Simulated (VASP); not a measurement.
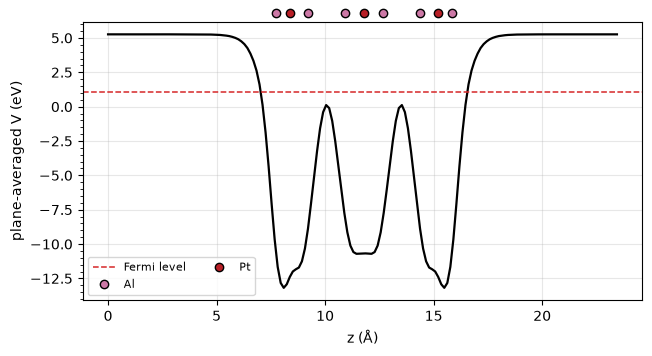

Al2Pt (slab). Plane average of the electrostatic potential (local pseudopotential plus Hartree) felt by an electron across the slab. Circles mark the heights of the atoms.

All numbers below come from Kohn-Sham DFT of a periodic cell, PBE, VASP PAW PBE potentials, recommended (VASP 6.6.1).

Core electrons are frozen (PAW), and the valence fields are smoothed inside the atomic spheres.

```cif
data_structure
_symmetry_space_group_name_H-M 'P 1'
_symmetry_Int_Tables_number 1
_cell_length_a 4.2047
_cell_length_b 4.2047
_cell_length_c 23.5829
_cell_angle_alpha 90.000
_cell_angle_beta 90.000
_cell_angle_gamma 120.000
_cell_volume 361.08
loop_
_atom_site_label
_atom_site_type_symbol
_atom_site_fract_x
_atom_site_fract_y
_atom_site_fract_z
_atom_site_occupancy
Al1 Al 0.00000 0.00000 0.32804 1
Al2 Al 0.33333 0.66667 0.39091 1
Al3 Al 0.66667 0.33333 0.46344 1
Al4 Al 0.00000 0.00000 0.53656 1
Al5 Al 0.33333 0.66667 0.60909 1
Al6 Al 0.66667 0.33333 0.67196 1
Pt1 Pt 0.66667 0.33333 0.35593 1
Pt2 Pt 0.33333 0.66667 0.50000 1
Pt3 Pt 0.00000 0.00000 0.64407 1
```

**How far above the Fermi level of the calculation is the vacuum level?**

4.2 eV.

**What are the slab's thickness and the vacuum gap?**

The outermost nuclei are 8.1 Å apart, in 9 atomic planes; the vacuum between periodic images is 15.5 Å wide.
